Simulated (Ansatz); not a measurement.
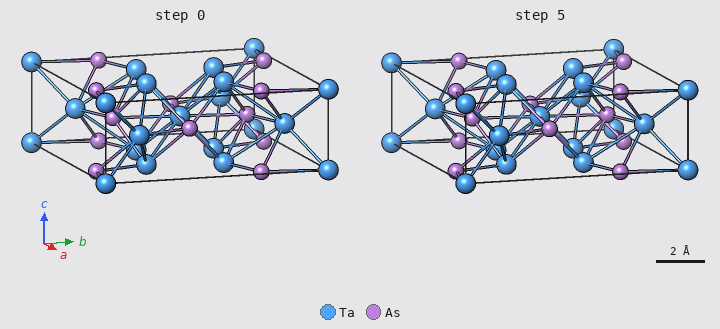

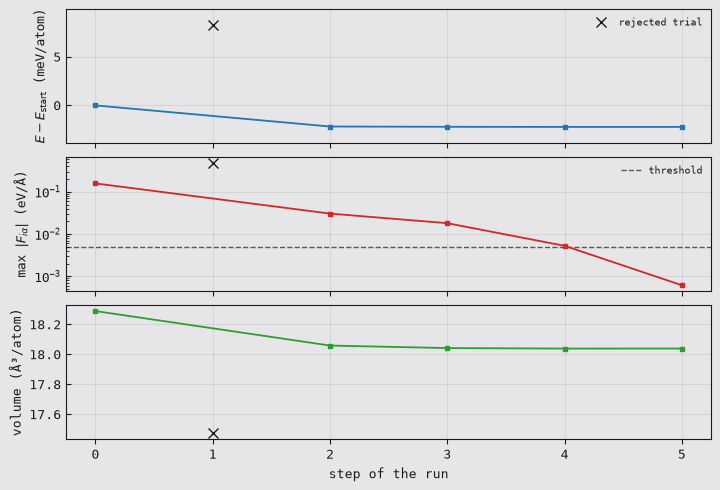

First and last geometry of a relaxation of a crystal of Ta5As4 (set up in I4/m), with the history of the run. Style: ball-and-stick. Shown: the conventional cell (2 times the calculation's cell), slightly off an axis. Lengths and directions refer to the drawn axes.

Method: Ansatz, DFT PBEsol, scalar-relativistic, plane waves, PAW.

The input:
```yaml
crystal:
  lattice:
    - [-4.89875, 4.89875, 1.7148]
    - [4.89875, -4.89875, 1.7148]
    - [4.89875, 4.89875, -1.7148]
  atoms:
    - { symbol: Ta, position: [0.0, 0.0, 0.0] }
    - { symbol: Ta, position: [0.6318, 0.305, 0.9368] }
    - { symbol: Ta, position: [0.695, 0.6318, 0.3268] }
    - { symbol: Ta, position: [0.3682, 0.695, 0.0632] }
    - { symbol: Ta, position: [0.305, 0.3682, 0.6732] }
    - { symbol: As, position: [0.716, 0.0518, 0.7678] }
    - { symbol: As, position: [0.9482, 0.716, 0.6642] }
    - { symbol: As, position: [0.284, 0.9482, 0.2322] }
    - { symbol: As, position: [0.0518, 0.284, 0.3358] }
basis:
  ecutwfc: 420
kpoints:
  mp_grid: { grid: [12, 12, 12] }
hamiltonian:
  xc: pbesol
scf:
  occupations: { method: gaussian, width: 0.1 }
output:
  forces: true
  stress: true
  eigenvalues: true
relax:
  adjacent_minimum: "off"
  f_tol: 0.005
  max_steps: 80
  cell: { stress_tol: 0.05 }
```

Command:
```bash
ansatz run input.yaml --threads 2 --pin off --max-ram 5120MiB --backend cpu --events-out ev --progress --plain --runs-dir out
```

Question: Did the run converge, and what did it change?

Answer: The run was cut off at its time limit before the program reported convergence, but its last step already meets the force threshold: the largest component is 0.00062 eV/Å against 0.005 eV/Å. The pressure is within 0.01 GPa of its target. The largest moves relative to the cell, 0.023 Å, are those of As6, As7, As8 and As9. As8 goes along −b. By element the largest moves are As 0.023 Å, Ta 0.007 Å. The volume changes by −1.4 %, with a = b 9.797 → 9.785 Å (−0.1 %), c 3.430 → 3.391 Å (−1.1 %). Among the contacts that change: Ta1–Ta1 3.430 → 3.391 Å, Ta1–As6 2.828 → 2.847 Å, Ta1–Ta2 2.874 → 2.856 Å, Ta2–Ta3 3.261 → 3.250 Å. The space group stays I4/m (No. 87). The energy falls by 2.2 meV per atom in 4 accepted moves (5 points after the start). The largest force component goes from 0.16 to 0.00062 eV/Å. Pressure: −1.53 GPa at the start and 0.00 GPa at the end. The line search rejected the trial step at point 1 of the run. The run took 12 min on 2 threads of Arm Neoverse V1 (shared host), peak memory 1.9 GiB.
